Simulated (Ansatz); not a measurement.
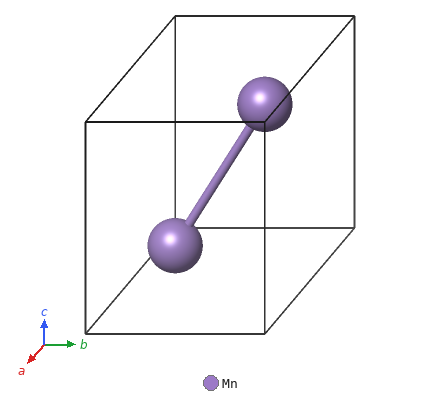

The structure, seen along [211]; the drawing may span several cells.

Structure (in its standard cell), the geometry relaxed at fixed volume with Ansatz, DFT PBE, spin-orbit coupling, plane waves, PAW; the starting structure was generated, so it need not be a known form of this composition:

```cif
data_structure
_symmetry_space_group_name_H-M 'P6_3/mmc'
_symmetry_Int_Tables_number 194
_cell_length_a 2.4814
_cell_length_b 2.4814
_cell_length_c 4.0139
_cell_angle_alpha 90.000
_cell_angle_beta 90.000
_cell_angle_gamma 120.000
_cell_volume 21.40
loop_
_atom_site_label
_atom_site_type_symbol
_atom_site_symmetry_multiplicity
_atom_site_Wyckoff_symbol
_atom_site_fract_x
_atom_site_fract_y
_atom_site_fract_z
_atom_site_occupancy
Mn1 Mn 2 d 0.33333 0.66667 0.75000 1
```

What does the kinematic electron diffraction pattern along [211] look like at 120 kV (B = 0.5 Å²)?

The spots form a centred rectangular net with both shortest vectors at d = 1.89 Å, 80.5° apart. They are 0 1 -1 and -1 1 1. The pattern has symmetry 2mm. A glide plane extinguishes reflections such as 1 1 -3, 2 -1 -3.

Strongest reflections with d > 0.80 Å, one of each family (|F|² from tabulated Gaussian fits of the electron scattering factors, times a small damping for the curvature of the Ewald sphere):

```tsv
hkl	d (Å)	I (strongest = 100)
1 -1 -1	1.895	100
1 -2 0	1.241	49
1 0 -2	1.467	19
2 -2 -2	0.947	5
```

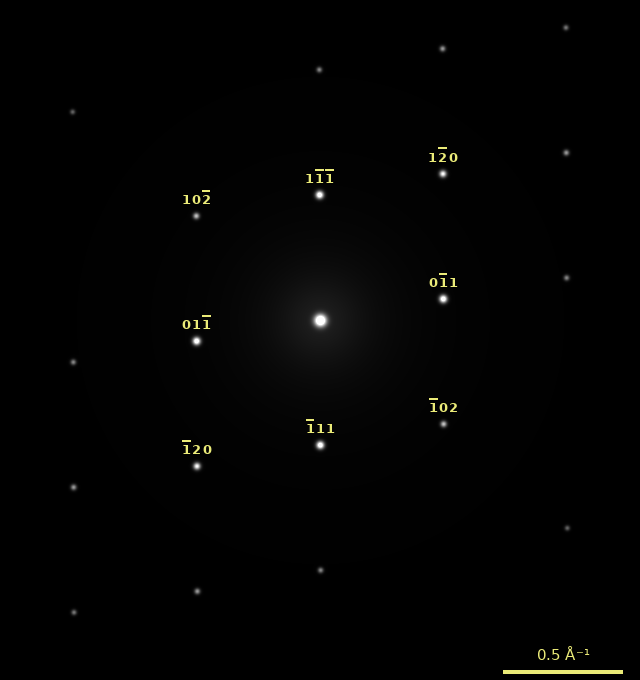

Calculated pattern, seen from the source side with [211] pointing towards the source.
